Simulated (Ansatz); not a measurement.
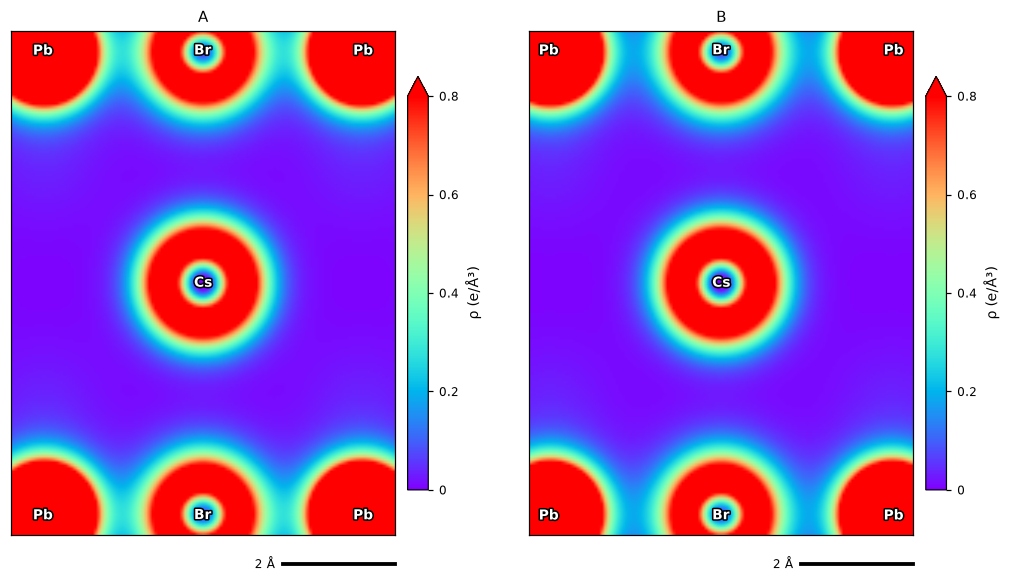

CsPbBr₃. The valence electron density of two cells that differ in size and shape, on the (101̄) plane of each (indices in the axes of the calculation cell), at one length scale and on one colour scale; one has 39.4 and the other 42.4 Å³ an atom.

Space group P4/mmm.

The calculation used DFT PBE, scalar-relativistic, plane waves, PAW (Ansatz 0.2.0).

Core electrons are frozen (PAW), and the valence fields are smoothed inside the atomic spheres.

The larger cell:

```
Cs Pb Br
1.0
     6.16350    0.00000    0.00000
     0.00000    6.16350    0.00000
     0.00000    0.00000    5.57650
Cs Pb Br
1 1 3
Direct
  0.00000 0.00000 0.00000
  0.50000 0.50000 0.50000
  0.00000 0.50000 0.50000
  0.50000 0.00000 0.50000
  0.50000 0.50000 0.00000
```

The smaller cell: a = 5.723 Å, b = 5.723 Å, c = 6.017 Å, α = 90.00°, β = 90.00°, γ = 90.00°.

> Which panel shows the smaller cell, and what does the compression change?

Panel A is the smaller cell, by 7 % in volume. From the larger cell to the smaller, Cs–Br goes from 4.16 to 4.15 Å; Pb–Br goes from 3.08 to 2.86 Å, and the density at its midpoint from 0.19 to 0.28 e/Å³; the pressure goes from 0.9 to 2.3 GPa; the Kohn–Sham gap goes from 1.3 eV to 1.1 eV.
